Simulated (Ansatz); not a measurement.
# Exchange couplings and ordering temperature of ferromagnetic R-3m NaNiO2 against the Hubbard U on nickel, with PBEsol+U

I calculate the Ni–Ni exchange couplings of NaNiO2 in the undistorted R-3m structure, with the atoms fixed and the effective U on the nickel d shell raised from 0 to 9 eV. The couplings are measured from the ferromagnetic state, and a positive $J$ favours parallel moments. My question is how far the couplings and the ordering temperature that follows from them depend on this one parameter. Layered nickel oxides of this family serve as cathode materials, and their magnetism reports on the charge and orbital state of nickel. If a computed ordering temperature moves by hundreds of kelvin with U, it says as much about the chosen U as about the crystal.

## Calculations

One crystal, NaNiO2 (R-3m), in a magnetic cell of 4 atom(s), 1 counted as magnetic (Ni), from cells of the Materials Project database (relaxed there by DFT); atoms are fixed. Ansatz 0.2.0, plane waves with the earlier PAW datasets of its set soft_1, cutoff 420 eV, collinear spins without spin-orbit coupling, Fermi-Dirac smearing of 0.05 eV. The k mesh is 10×10×10 and the sums for the couplings run over 10×10×10. Functional: PBEsol. Every run keeps the ferromagnetic pattern of signs of the first run, the one at U = 6 eV. The couplings are taken at constrained moments: the directions are held and the rest of the density and field relaxes in linear response. Runs that did not converge or carry a known fault are not listed. The same in all rows: net spin moment of the cell per magnetic atom: 1.00 μB.

Notes on method and selection:

- J is defined by E = -sum over ordered pairs (each pair twice) of J e_i.e_j with unit vectors e, a classical Heisenberg model without biquadratic or multi-spin terms, so J > 0 favours parallel moments and the moment's size is inside J.
- All temperatures are for classical unit spins; for spin S a quantum mean-field treatment is higher by (S+1)/S. Mean field neglects fluctuations and lies above the Tyablikov (random-phase) and Monte Carlo values.
- Ferromagnetic order was compared with a few other collinear orders at U = 6 eV only, and the state need not be the true ground state; spin-orbit coupling is left out.
- The mean-field temperature is left blank where it belongs to another wavevector than in the first run.
- Ansatz's own search for a lower self-consistent state was switched off in these runs, so a run may rest in a state that is not the lowest for its pattern of moments.
- Where several measured values exist, one near their median is shown, and none where they scatter widely or belong to another phase or kind of order.
- The shells shown are the strongest of the first run whose pairs agree within a shell.
- For crystals with 4f or 5f elements only couplings at constrained moments are used, since rigid ones can be several times too large.
- Runs that did not converge, have known faults or may not be shown are not listed, and runs on Ansatz's PAW sets soft_1 and soft_2 are kept to separate tables.

Columns:

- U (eV): effective Hubbard U (Dudarev, U - J) on the d shell of Ni.
- moment (μB): largest spin moment inside an atomic sphere.
- gap on mesh (eV): band gap on the run's k mesh by the count of bands (negative: bands overlap, a metal).
- Tyablikov T (K): Tyablikov (random-phase) ordering temperature from the same couplings.
- J at 2.95 Å (meV): mean J of the Ni–Ni pairs that lie 2.95 Å apart in the first cell (6 such neighbours an atom).
- J at 5.89 Å (meV): mean J of the Ni–Ni pairs that lie 5.89 Å apart in the first cell (6 such neighbours an atom).
- mean-field T (K): mean-field ordering temperature, 2/(3 kB) times the largest J(q) over wavevectors and sublattice modes.

Input lines of one member:

```
magnetization:
  spin_polarized: true
kpoints:
  mp_grid: { grid: [10, 10, 10] }
  band_path:
    path:
      - [0.0, 0.0, 0.0]
      - [0.5, 0.5, 0.5]
      - [0.8153242001, 0.1846757999, 0.5]
      - [0.5, -0.1846757999, 0.1846757999]
      - [0.5, 0.0, 0.0]
      - [0.0, 0.0, 0.0]
      - [0.3423379, -0.3423379, 0.0]
    npoints: 11
hamiltonian:
  xc: pbesol
  hubbard:
    sites: [{ species: Ni, l: d, u_eff: 6.0, starting_ns: occupation_matrices }]
    projectors: ortho-atomic
  pseudopotentials: { kind: paw, azcp: { folder: soft_1 }, xc_functional: pbe }
scf:
  occupations: { method: fermi_dirac, width: 0.05 }
  lower_state_search: "off"
output:
  write_bands: true
  eigenstates:
    nscf_kmesh: { grid: [10, 10, 10] }
    top_band: c40
    exchange_couplings: { magnetic: [{ species: Ni }] }
```

Command (options for logging and memory left out): `ansatz run input.yaml`

## Computed values

| member | U (eV) | moment (μB) | gap on mesh (eV) | Tyablikov T (K) | J at 2.95 Å (meV) | J at 5.89 Å (meV) | mean-field T (K) | remark |
| --- | --- | --- | --- | --- | --- | --- | --- | --- |
| +0 eV | 0.0 | 0.74 | −0.699 | – | 3.46 | 2.08 | – | its own couplings prefer another order, at q = (−0.5, −0.5, −0.5) of this cell, so no ordering temperature is given |
| +3 eV | 3.0 | 0.96 | −0.759 | 234 | 3.51 | 3.08 | 309 |  |
| +4.5 eV | 4.5 | 1.09 | −0.787 | 276 | 3.81 | 3.57 | 356 |  |
| +6 eV | 6.0 | 1.23 | −0.801 | 321 | 4.38 | 3.99 | 412 |  |
| +7.5 eV | 7.5 | ? | −0.806 | ? | ? | ? | ? |  |
| +9 eV | 9.0 | 1.45 | −0.801 | 403 | 5.83 | 4.43 | 520 |  |

Cells marked ? are withheld until the estimate has been made.

Least-squares fits to the members shown, with x = U (eV); R² and errors in the fitted variable (y, or ln y where the fit is in ln y):

| y | members | fit | R² | rms residual | leave-one-out rms | the same for the mean of the others |
| --- | --- | --- | --- | --- | --- | --- |
| J at 2.95 Å (meV) | 5 | y = 3.450 − 0.09305 x + 0.03989 x² | 1.00 | 0.029 | 0.15 | 1.1 |
| J at 5.89 Å (meV) | 5 | y = 2.061 + 0.4053 x − 0.01556 x² | 1.00 | 0.038 | 0.24 | 1.0 |

## Reading the trend

Both tabulated couplings rise with U, but with opposite curvature. At 2.95 Å, $J$ hardly moves between 0 and 3 eV, (3.51 − 3.46) / 3.0 = 0.02 meV per eV, and then climbs by (5.83 − 4.38) / 3.0 = 0.48 meV per eV between 6 and 9 eV. At 5.89 Å the slope falls from 0.33 to 0.15 meV per eV over the same two intervals.

From U = 3 to 9 eV the mean-field temperature grows from 309 to 520 K and the Tyablikov temperature from 234 to 403 K, a factor of about 1.7 in each. The two tabulated shells carry most of the mean-field temperature. With six neighbours in each, $T = 2 \cdot 6\,(J_1 + J_2)/(3k_B)$ gives 2 × 6 × (4.38 + 3.99) / (3 × 0.0862) = 388 K at U = 6 eV, against 412 K from all shells.

I see the main cause in the nickel moment, whose size is contained in $J$. A larger U pulls the d levels down relative to oxygen 2p, so that nickel keeps more d electrons and the holes move onto oxygen. The cell moment stays at 1.00 μB while the nickel moment grows from 0.74 to 1.45 μB, and the oxygen moments turn antiparallel. For a fixed coupling between spins $J$ would scale as $m^2$, which from 3 to 9 eV gives (1.45 / 0.96)² = 2.28. The coupling at 2.95 Å grows only by 5.83 / 3.51 = 1.66, so the coupling per squared moment weakens. Mobile holes shared between nickel and oxygen may contribute to the ferromagnetic sign, since every row is a metal, but superexchange through the nearly 90° Ni–O–Ni angle can also favour it between nearest neighbours.

At U = 0 the couplings prefer ferromagnetic layers stacked antiparallel, although both tabulated shells, which lie within a layer, are ferromagnetic. Real NaNiO2 at low temperature has this stacking too, but it is a Jahn–Teller distorted insulator and orders far below the temperatures listed here. The symmetry of R-3m forbids that distortion, so these temperatures belong to the undistorted metal.

## Blind estimate

Plain estimates from the members shown:

- +7.5 eV, fit at x = 7.5: 5.00 meV
- +7.5 eV, straight-line interpolation between +6 eV and +9 eV: w = (7.5 − 6.0) / (9.0 − 6.0) = 0.500, so 4.38 + 0.500 × (5.83 − 4.38) = 5.11 meV

The missing member lies midway between two shown ones, so I interpolate locally. The straight line gives 5.11 meV, which should be slightly high because the slope is still increasing: it is (4.38 − 3.81) / 1.5 = 0.380 meV per eV below 6 eV and (5.83 − 4.38) / 3.0 = 0.483 above. A parabola through the rows at 4.5, 6 and 9 eV has the quadratic coefficient (0.483 − 0.380) / (9.0 − 4.5) = 0.023 meV per eV², and at the midpoint it lies 0.023 × 1.5² = 0.05 meV below the line. That gives (4.38 + 5.83) / 2 − 0.023 × 1.5² = 5.05 meV.

I prefer this to the fit through all five members, which gives 5.00 meV, because that fit is also bound to the flat stretch near U = 0 and already runs 0.05 meV too low at 6 eV.

The other columns give no reason for a further shift. The band overlap at 7.5 eV, −0.806 eV, continues smoothly from its neighbours, so I expect the same electronic state.

I tried the three-point parabola on two shown members. From 3, 6 and 9 eV it gives 3 × 3.51 / 8 + 3 × 4.38 / 4 − 5.83 / 8 = 3.87 meV at 4.5 eV, where the table has 3.81. From 3, 4.5 and 9 eV it gives 4 × 3.81 / 3 + 5.83 / 6 − 3.51 / 2 = 4.30 meV at 6 eV, where the table has 4.38. The misses of 0.06 and 0.08 meV have opposite signs and a root mean square of 0.07 meV, which I take as the error.

**Committed estimate, +7.5 eV: J at 2.95 Å = 5.05 ± 0.07 meV.**

## Result

| member | U (eV) | moment (μB) | gap on mesh (eV) | Tyablikov T (K) | J at 2.95 Å (meV) | J at 5.89 Å (meV) | mean-field T (K) |
| --- | --- | --- | --- | --- | --- | --- | --- |
| +7.5 eV | 7.5 | 1.35 | −0.806 | 365 | 5.11 | 4.28 | 469 |

| member | estimate | J at 2.95 Å (meV) | computed | estimate − computed | miss in error bars |
| --- | --- | --- | --- | --- | --- |
| +7.5 eV | committed | 5.05 | 5.11 | −0.06 | 0.9 |
| +7.5 eV | fit | 5.00 | 5.11 | −0.11 |  |
| +7.5 eV | interpolation | 5.11 | 5.11 | 0.00 |  |

J at 2.95 Å (meV) against U (eV):

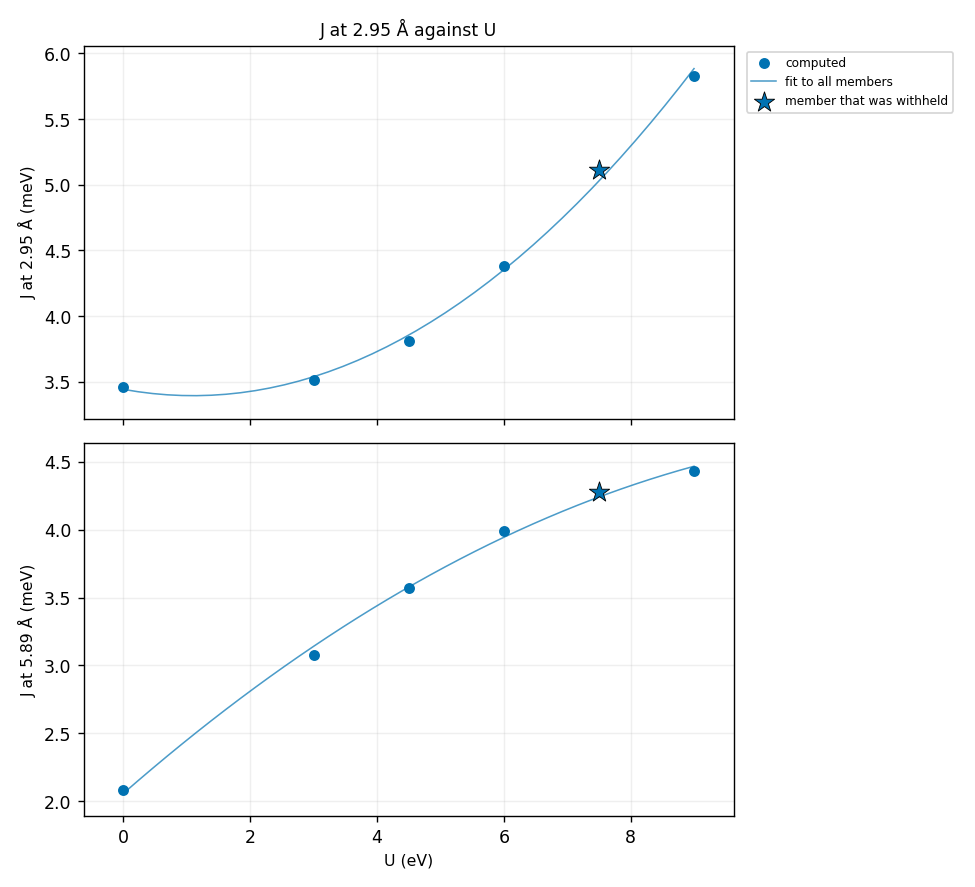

The computed coupling is 5.11 meV and my estimate was 5.05 ± 0.07 meV, so it falls inside the error bar, 0.06 meV too low. It did better than the fit, at 5.00 meV, and worse than the straight line, which hit the value.

The expectation of an unchanged electronic state held, since moment and band overlap continue smoothly. My correction for a still increasing slope failed: the slope is (5.11 − 4.38) / 1.5 = 0.49 meV per eV below 7.5 eV and (5.83 − 5.11) / 1.5 = 0.48 above.

I also have to correct the mechanism I gave for the growing moment. From U = 3 eV upwards nickel does not keep more d electrons; its d occupation falls slightly. The moment grows mainly because the d electrons become more unequally divided between the two spins, while the oxygen moments grow in the opposite direction.

Nor does the moment alone set the couplings. From 6 to 9 eV its square grows by (1.45 / 1.23)² = 1.39, the coupling at 2.95 Å by 5.83 / 4.38 = 1.33, and that at 5.89 Å only by 4.43 / 3.99 = 1.11.

## Residuals

Least-squares fits to the whole series, with x = U (eV); R² and errors in the fitted variable (y, or ln y where the fit is in ln y):

| y | members | fit | R² | rms residual | leave-one-out rms | the same for the mean of the others |
| --- | --- | --- | --- | --- | --- | --- |
| J at 2.95 Å (meV) | 6 | y = 3.442 − 0.08762 x + 0.03989 x² | 1.00 | 0.048 | 0.17 | 1.0 |
| J at 5.89 Å (meV) | 6 | y = 2.057 + 0.4079 x − 0.01556 x² | 1.00 | 0.039 | 0.18 | 0.97 |

Largest departures from the fit to the whole series:

| member | J at 2.95 Å (meV) | fit | computed − fit | in rms residuals |
| --- | --- | --- | --- | --- |
| +7.5 eV | 5.11 | 5.03 | +0.08 | 1.7 |
| +9 eV | 5.83 | 5.88 | −0.05 | 1.1 |
| +4.5 eV | 3.81 | 3.86 | −0.05 | 1.0 |
| +3 eV | 3.51 | 3.54 | −0.03 | 0.6 |

The row at 7.5 eV lies farthest from the parabola, by +0.08 meV or 1.7 rms residuals, and the row at 9 eV follows with −0.05 meV. I put both down to the form of the fit: a parabola has constant curvature, whereas the computed coupling is flat at small U, bends upwards in the middle and rises almost linearly from 6 eV.

The row at U = 0 is exceptional in another way. Its coupling at 2.95 Å lies close to the curve, yet its full set of couplings favours antiparallel stacking of the layers. A smooth coupling within the layer therefore gives no warning that the preferred order between layers has changed.

## Conclusions

Between U = 3 and 9 eV the Tyablikov temperature rises by (403 − 234) / 6.0 = 28 K per eV, so an uncertainty of 1 eV in U means about 28 K in the ordering temperature of this undistorted metal. This slope should not be carried down to U = 0, where the preferred order is different.

For the coupling at 2.95 Å, a straight line between neighbours 1.5 eV away on either side misses the rows at 4.5, 6 and 7.5 eV by at most 0.14 meV.

Two omissions may matter more than the factor of 1.7 between 3 and 9 eV. The Jahn–Teller distortion and the insulating state that goes with it are absent here, and the real crystal, which has both, orders far below the computed temperatures; how much of that difference the distortion explains cannot be read from this series. Treating nickel as a quantum spin 1/2 would raise the mean-field temperature by (0.5 + 1) / 0.5 = 3, though a local spin is a crude picture for this metal.

[Logs are printed without paths, hosts, clocks, repeated set-up lines and the standing remarks that a program may print on its own settings, such as how far it seeks lower states.]
